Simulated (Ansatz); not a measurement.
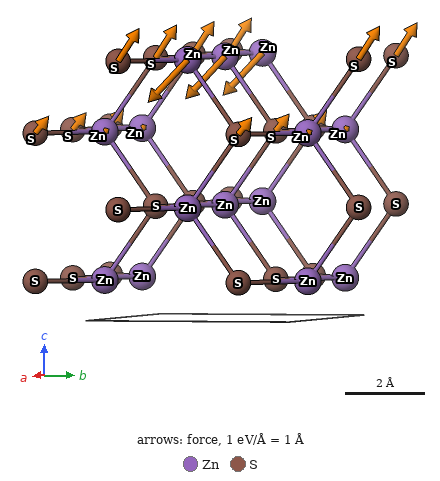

Starting geometry of a slab of composition ZnS (cut from the F-43m phase) with the computed forces as orange arrows. A ball-and-stick model of the cell of the calculation, outlined in the plane, without the vacuum (origin shifted), seen from a free direction.

Case: clean slab, lower planes held. The slab is the (1 1 0) face of ZnS. 8 atoms are held fixed.

All numbers below come from DFT PBE+D3(BJ), scalar-relativistic, plane waves, PAW (Ansatz 0.2.0). Settings: plane-wave cutoff 420 eV; k-point mesh 2 × 3 × 1; occupations gaussian; smearing width 0.05 eV; no spin polarisation; dipole correction; atoms relaxed in a fixed cell; force threshold 0.03 eV/Å; at most 70 steps.

Question: What follows when this structure is relaxed?

Answer: It isn't relaxed: the largest force vector, on Zn atoms, is 1.53 eV/Å. The final displacements follow the starting forces only in part (cosine between the two patterns 0.82). The largest moves, 0.53 Å, are those of Zn atoms. By element the largest moves are Zn 0.53 Å, S 0.19 Å. The cell stays as it was. Some distances before and after: S–Zn 2.328 → 2.259 Å, S–Zn 2.328 → 2.389 Å, S–Zn 2.328 → 2.345 Å, S–Zn 2.328 → 2.323 Å. Bond angles that change, for instance: Zn–S–Zn 109.5° → 92.8°, Zn–S–Zn 109.5° → 95.9°, S–Zn–S 109.5° → 121.6°. The energy falls by 0.877 eV per cell of the calculation in 4 geometry steps. Largest force component: 1.1 eV/Å at the start, 0.014 eV/Å at the end.
